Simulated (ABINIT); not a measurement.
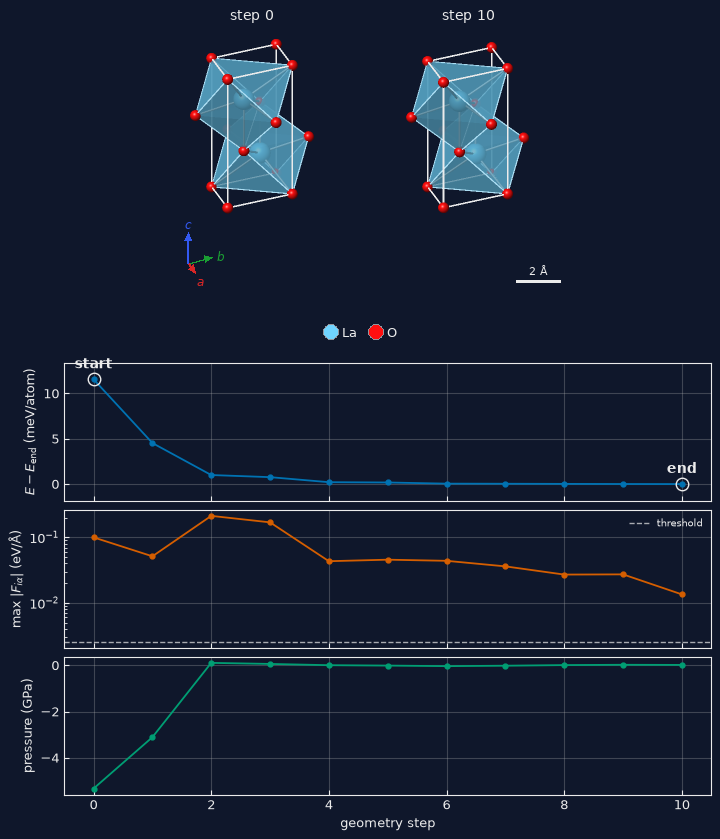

First and last geometry of a relaxation of solid La2O3 (set up in P-3m1), with the history of the run. The picture is a polyhedral view of the cell of the calculation, seen slightly off an axis.

The run lets cell and atoms move.

Method: Kohn-Sham DFT of a periodic cell, LDA, JTH PAW LDA v2.0 in ABINIT.

The input:
```
# Pseudopotentials
pp_dirpath "./"
pseudos "La.LDA_PW-JTH.xml, O.LDA_PW-JTH.xml"

# Structure
acell 3.930777878 3.930777878 6.11195352 Angstrom
rprim
     1.0000000000     0.0000000000     0.0000000000
    -0.5000000000     0.8660254038     0.0000000000
     0.0000000000     0.0000000000     1.0000000000
ntypat 2
znucl 57 8
natom 5
typat 1 1 2 2 2
xred
     0.3333333333     0.6666666667     0.2462356800
     0.6666666667     0.3333333333     0.7537643200
     0.0000000000     0.0000000000     0.0000000000
     0.3333333333     0.6666666667     0.6458906500
     0.6666666667     0.3333333333     0.3541093500
chkprim 0
chksymtnons 0
tolsym 1.0e-6

# Plane-wave basis
ecut 23.0
pawecutdg 45.0

# k points
kptopt 1
ngkpt 6 6 4
nshiftk 1
shiftk 0.0 0.0 0.0

# Exchange and correlation
ixc 7

# Bands and occupations
nband 27
occopt 3
tsmear 0.00183747

# SCF cycle
nstep 100
tolvrs 1.0e-9

# Output
iomode 3
prtwf 0
prtden 0
prteig 0
prtebands 0
enunit 1

# Relaxation
ionmov 2
ntime 60
tolmxf 5.0e-5
optcell 2
dilatmx 1.08
ecutsm 0.5
```

Run as
```bash
abinit run.abi > log 2>&1
```

> What do the curves and the structures tell?

The run was cut off at its time limit before the relaxation converged, so the last structure is only a point on the way. After 10 geometry steps the energy has fallen by 11.6 meV per atom. The largest force component goes from 0.1 to 0.014 eV/Å. The pressure goes from −5.33 to 0.02 GPa. The largest moves relative to the cell, 0.014 Å, are those of La atoms. By element the largest moves are La 0.014 Å, O 0.005 Å. The volume changes by −4.3 %, with a = b 3.931 → 3.894 Å (−0.9 %), c 6.112 → 5.963 Å (−2.4 %). Near-neighbour distances that change, for instance: La–O 2.723 → 2.677 Å, La–O 2.443 → 2.402 Å, La–O 2.363 → 2.341 Å. The space group stays P-3m1 (No. 164).

```json
{"step": "0", "E − E(0), meV/atom": "0.00", "largest force component, eV/Å": "0.1001", "pressure, GPa": "-5.33", "volume, Å³/atom": "16.357"}
{"step": "1", "E − E(0), meV/atom": "-7.03", "largest force component, eV/Å": "0.0515", "pressure, GPa": "-3.11", "volume, Å³/atom": "16.092"}
{"step": "2", "E − E(0), meV/atom": "-10.56", "largest force component, eV/Å": "0.2132", "pressure, GPa": "0.11", "volume, Å³/atom": "15.733"}
{"step": "3", "E − E(0), meV/atom": "-10.80", "largest force component, eV/Å": "0.1698", "pressure, GPa": "0.06", "volume, Å³/atom": "15.728"}
{"step": "4", "E − E(0), meV/atom": "-11.35", "largest force component, eV/Å": "0.0433", "pressure, GPa": "0.01", "volume, Å³/atom": "15.681"}
{"step": "5", "E − E(0), meV/atom": "-11.38", "largest force component, eV/Å": "0.0457", "pressure, GPa": "-0.01", "volume, Å³/atom": "15.679"}
{"step": "6", "E − E(0), meV/atom": "-11.51", "largest force component, eV/Å": "0.0439", "pressure, GPa": "-0.04", "volume, Å³/atom": "15.667"}
{"step": "7", "E − E(0), meV/atom": "-11.52", "largest force component, eV/Å": "0.0361", "pressure, GPa": "-0.02", "volume, Å³/atom": "15.665"}
{"step": "8", "E − E(0), meV/atom": "-11.54", "largest force component, eV/Å": "0.0271", "pressure, GPa": "0.01", "volume, Å³/atom": "15.662"}
{"step": "9", "E − E(0), meV/atom": "-11.55", "largest force component, eV/Å": "0.0273", "pressure, GPa": "0.02", "volume, Å³/atom": "15.660"}
{"step": "10", "E − E(0), meV/atom": "-11.56", "largest force component, eV/Å": "0.0135", "pressure, GPa": "0.02", "volume, Å³/atom": "15.658"}
```
